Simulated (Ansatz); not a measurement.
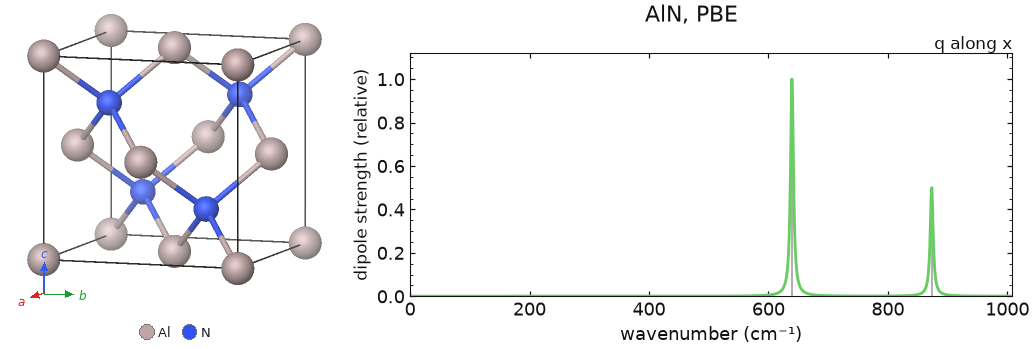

The picture above shows the polar optical modes, transverse and longitudinal, approaching the zone centre along x for AlN, space group F-43m (No. 216). Lines are broadened by Lorentzians of 5.8 cm⁻¹ full width; the spectrum is scaled to its strongest line. The conventional cell is drawn beside the plot.

Structure:
```yaml
crystal:
  lattice:
    - [0.00000, 2.19783, 2.19783]
    - [2.19783, 0.00000, 2.19783]
    - [2.19783, 2.19783, 0.00000]
  atoms:
    - { symbol: Al, position: [0.00000, 0.00000, 0.00000] }
    - { symbol: N, position: [0.75000, 0.75000, 0.75000] }
```

Computed with Ansatz 0.2.0: optical phonons of an insulator on the approach to the zone centre along x, y and z with the field of polar modes, imaginary frequencies are negative, field response on a mesh refined by the program; plane waves with PAW datasets. Level: PBE, no spin polarisation.

- wave cutoff: 420 eV
- k mesh: 10×10×10
- occupations: fixed
- pressure: 1 GPa

Which of the stronger lines are transverse and which longitudinal?

Answer. The transverse (TO, twofold) lines lie at 639.4 and the longitudinal (LO) ones at 873.3 cm⁻¹, the same along x, y and z by the cubic symmetry.
